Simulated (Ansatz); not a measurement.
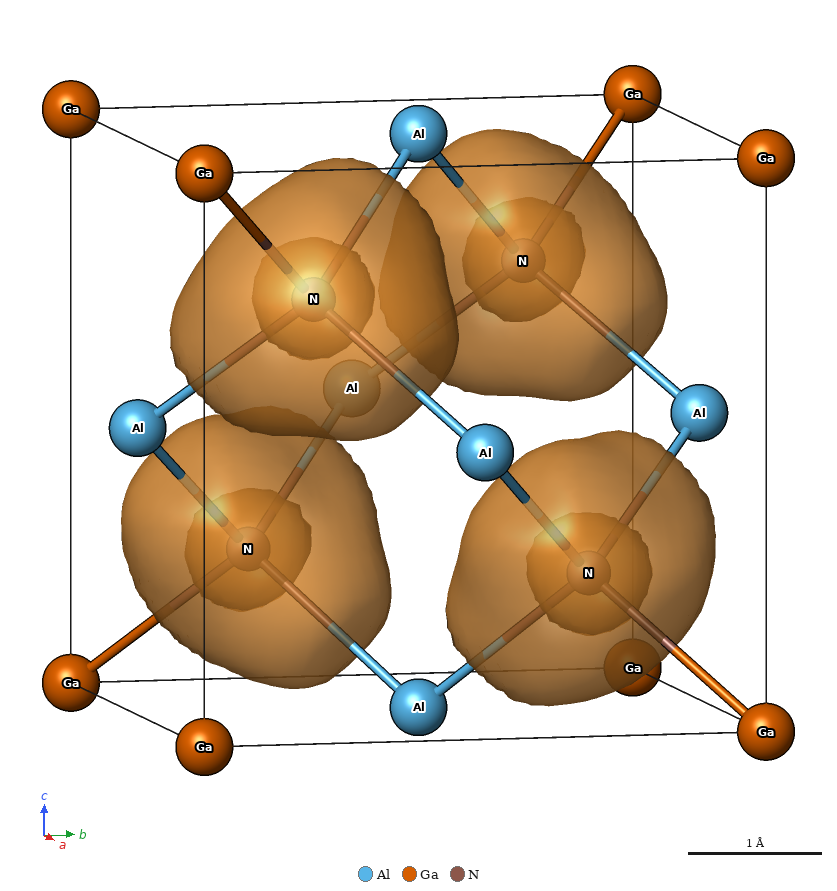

*Al₃GaN₄. Isosurface of the electron localisation function at 0.7 (orange), seen slightly off an axis. Core shells and regions of very low density are left out. Sticks mark near contacts.*

Space group P-43m; a structure from a database of computed crystals, not necessarily the ambient phase.

Level of theory: DFT LDA, scalar-relativistic, plane waves, PAW in Ansatz 0.2.0.

Question: What do the ELF domains correspond to?

Answer: At this value the surface marks out four regions on N in which the atom's valence shell and bonds are merged, counted in one cell of 8 atoms. Any copies at cell faces, edges or corners count once. Profiles from the grid: Al–N (1.88 Å): the ELF peaks at about 0.90 between the atoms (a shared but strongly polarised pair). Ga–N (1.93 Å): the ELF peaks at about 0.80 in the valence shell of N, 0.7 Å from its nucleus, and is about 0.45 at the midpoint.

Question: Does the calculation make it a metal, or give it a gap?

Answer: It is gapped, with a Kohn–Sham gap of 3.4 eV on the k-point mesh, an upper bound to the gap of this method.
